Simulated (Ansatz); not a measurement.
Li₂NbO₆

Input

```
crystal:
  lattice:
    - [5.9792234383, 0.0, 0.0]
    - [-2.9896117191, 5.1781593924, 0.0]
    - [0.0, 0.0, 3.9735448457]
  atoms:
    - { symbol: Li, position: [0.3333333333, 0.6666666667, 0.4354307944] }
    - { symbol: Li, position: [0.6666666667, 0.3333333333, 0.5645692056] }
    - { symbol: Nb, position: [0.0, 0.0, 0.0] }
    - { symbol: O, position: [0.8402948938, 0.6805897876, 0.7195940159], spin: 0.83 }
    - { symbol: O, position: [0.3194102124, 0.1597051062, 0.7195940159], spin: 0.83 }
    - { symbol: O, position: [0.8402948938, 0.1597051062, 0.7195940159], spin: 0.83 }
    - { symbol: O, position: [0.1597051062, 0.3194102124, 0.2804059841], spin: 0.83 }
    - { symbol: O, position: [0.6805897876, 0.8402948938, 0.2804059841], spin: 0.83 }
    - { symbol: O, position: [0.1597051062, 0.8402948938, 0.2804059841], spin: 0.83 }
basis:
  ecutwfc: 420
kpoints:
  mp_grid: { grid: [6, 6, 10] }
hamiltonian:
  xc: pbe
scf:
  occupations: { method: gaussian, width: 0.1 }
output:
  forces: true
  stress: true
  eigenvalues: true
  populations: true
  write_density: true
  write_potential: true
  elf: true
  volumetric_format: npy
magnetization:
  spin_polarized: true
relax:
  adjacent_minimum: "off"
  f_tol: 0.01
  max_steps: 80
  cell: { stress_tol: 0.05 }
```

Command:

```sh
ansatz run input.yaml --threads 1 --pin off --max-ram 2560MiB --backend cpu --events-out ev --progress --plain --runs-dir out
```

Below, planes, directions and counts refer to the conventional cell (a = 6.04 Å, b = 6.04 Å, c = 3.90 Å, α = 90.00°, β = 90.00°, γ = 120.00°).

The fields are those of the run's last geometry, not of the input's.

Space group P-3m1; a structure generated by program, which may or may not match a known phase; spin-polarised.

The calculation used DFT PBE, scalar-relativistic, plane waves, PAW (Ansatz).

The density is the valence pseudo-density of a PAW calculation; it isn't the true density close to the nuclei.

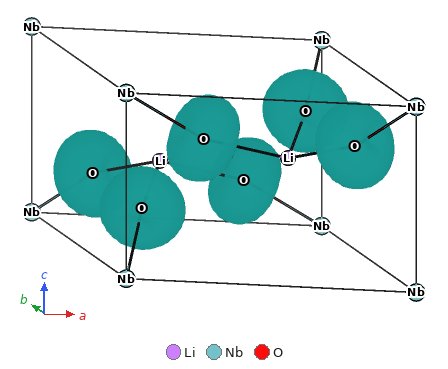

Figure 1. Isosurface of the spin density at +0.08 e/Å³ (teal), seen slightly off an axis. Sticks mark near contacts.

### Where is the spin, and how is it ordered?

The spin density sits on O: +0.8 μB (×6) in one cell of 9 atoms, with smaller moments on other sites: Nb (up to −0.11 μB): parallel moments on the main sites in this solution. The cell of the calculation (9 atoms) carries 5.0 μB of net spin moment.

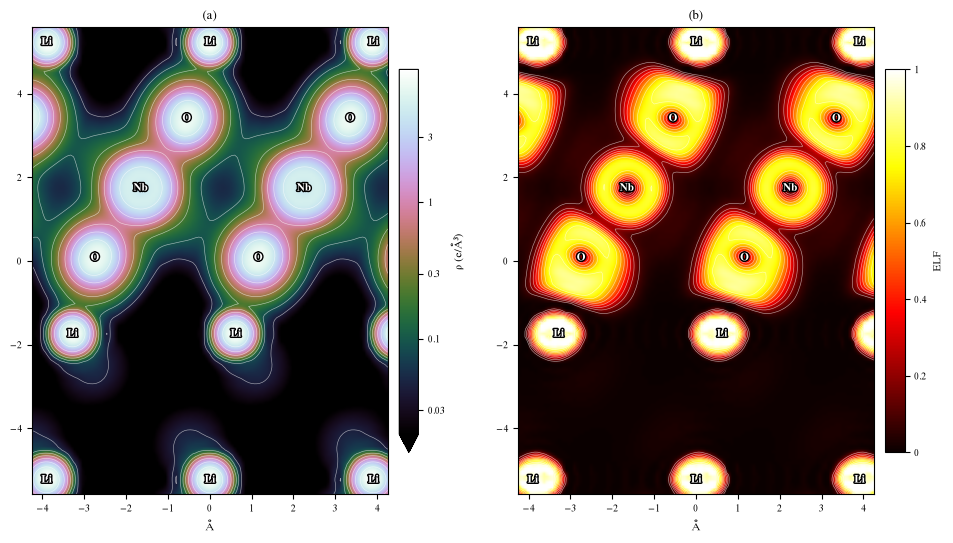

Figure 2. (a) valence electron density; (b) electron localisation function on the (110) plane of the conventional cell.

### What does the map show?

- Atoms in the plane: Li, Nb and O.
- Li–O (1.90 Å): ρ is about 0.42 e/Å³ halfway; the ELF peaks at about 0.90 in the valence shell of O, 0.8 Å from its nucleus, and is about 0.65 at the midpoint.
- Nb–O (1.99 Å): ρ is about 0.89 e/Å³ halfway; the ELF peaks at about 0.85 in the valence shell of O, 0.6 Å from its nucleus, and drops to about 0.25 between the two atoms (no localised pair shows between them).
- The density dies away to nearly zero in the voids.
- The features right at Li and Nb lie inside the PAW spheres, where the map follows smoothed inner orbitals and isn't to be read closely.

### Does the calculation make it a metal, or give it a gap?

It is metallic or semimetallic at this level of theory: no gap opens; semilocal functionals without U, or without the true magnetic order, often close the gap of such compounds.
